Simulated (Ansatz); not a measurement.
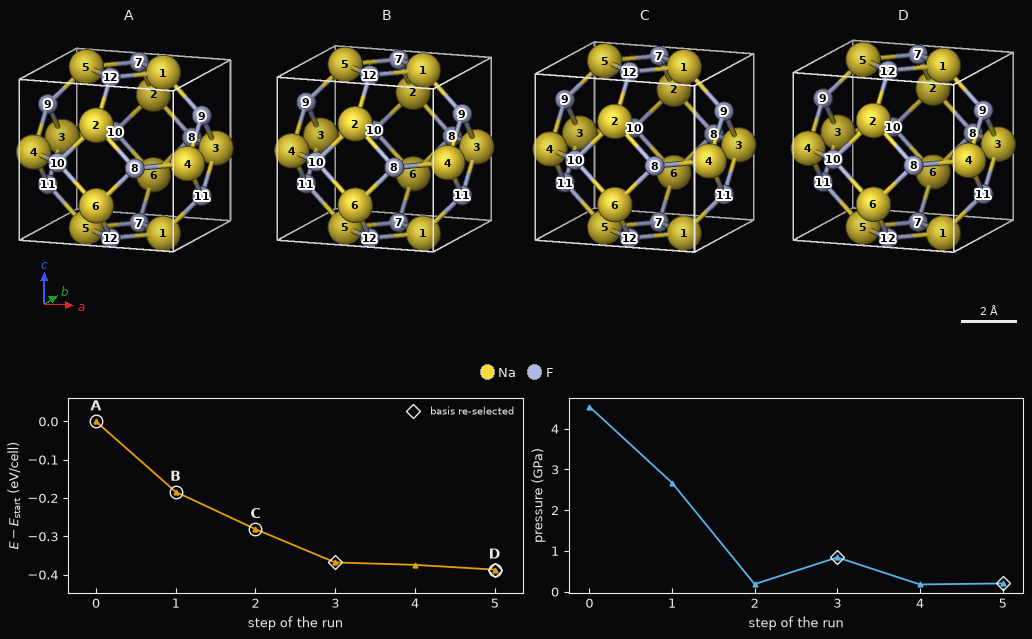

Frames of a relaxation of a crystal of NaF (a generated structure, set up in Pm-3n) (coarse preliminary run), marked on the history of the run. The picture is a ball-and-stick view of the cell of the calculation, seen slightly off an axis.

The calculation used Ansatz 0.2.0, DFT PBE, scalar-relativistic, plane waves, PAW.

Input
```yaml
crystal:
  lattice:
    - [6.04293455, 0.0, 0.0]
    - [0.0, 6.04293455, 0.0]
    - [0.0, 0.0, 6.04293455]
  atoms:
    - { symbol: Na, position: [0.75, 0.5, 0.0] }
    - { symbol: Na, position: [0.5, 0.0, 0.75] }
    - { symbol: Na, position: [0.0, 0.75, 0.5] }
    - { symbol: Na, position: [0.0, 0.25, 0.5] }
    - { symbol: Na, position: [0.25, 0.5, 0.0] }
    - { symbol: Na, position: [0.5, 0.0, 0.25] }
    - { symbol: F, position: [0.5, 0.75, 0.0] }
    - { symbol: F, position: [0.75, 0.0, 0.5] }
    - { symbol: F, position: [0.0, 0.5, 0.75] }
    - { symbol: F, position: [0.25, 0.0, 0.5] }
    - { symbol: F, position: [0.0, 0.5, 0.25] }
    - { symbol: F, position: [0.5, 0.25, 0.0] }
basis:
  ecutwfc: 420
kpoints:
  mp_grid: { grid: [4, 4, 4] }
hamiltonian:
  xc: pbe
scf:
  occupations: { method: gaussian, width: 0.1 }
  lower_state_search: "off"
output:
  forces: true
  stress: true
  eigenvalues: true
relax:
  adjacent_minimum: "off"
  f_tol: 0.04
  max_steps: 70
  cell: { stress_tol: 0.4 }
```

Launched with:
```bash
ansatz run input.yaml --threads 1 --pin off --max-ram 2560MiB --backend cpu --events-out ev --progress --plain --runs-dir out
```

Describe the path.

Answer. No atom moves by more than 0.005 Å relative to the cell. Cell: a = b = c 6.043 → 6.295 Å (+4.2 %). Volume +13.1 %. Some distances before and after: Na1–Na5 3.021 → 3.148 Å, Na1–F11 2.137 → 2.226 Å. The space group stays Pm-3n (No. 223). After 3 accepted moves (5 points after the start) the energy has fallen by 0.387 eV per cell of the calculation. All forces vanish by symmetry, so only the cell relaxes. The pressure goes from 4.54 to 0.20 GPa. At 2 points the geometry stayed and the basis and grid were re-selected for the new cell (energy shift of 86.9 meV per cell of the calculation at most each time). The run took 55 s on 1 thread of Arm Neoverse V1 (shared host), peak memory 0.48 GiB. From step 0 to 1: volume +4.1 %, energy −0.184 eV per cell of the calculation. From step 1 to 2: volume +6.2 %, energy −97.3 meV per cell of the calculation. From step 2 to 5: volume +2.3 %, energy −0.106 eV per cell of the calculation.

```json
{"step": "0", "E − E(0), meV/atom": "0.00", "pressure, GPa": "4.54", "volume, Å³/atom": "18.389", "note": ""}
{"step": "1", "E − E(0), meV/atom": "-15.31", "pressure, GPa": "2.68", "volume, Å³/atom": "19.139", "note": ""}
{"step": "2", "E − E(0), meV/atom": "-23.42", "pressure, GPa": "0.19", "volume, Å³/atom": "20.327", "note": ""}
{"step": "3", "E − E(0), meV/atom": "-30.66", "pressure, GPa": "0.84", "volume, Å³/atom": "20.327", "note": "same geometry, new basis"}
{"step": "4", "E − E(0), meV/atom": "-31.18", "pressure, GPa": "0.18", "volume, Å³/atom": "20.791", "note": ""}
{"step": "5", "E − E(0), meV/atom": "-32.22", "pressure, GPa": "0.20", "volume, Å³/atom": "20.791", "note": "same geometry, new basis"}
```
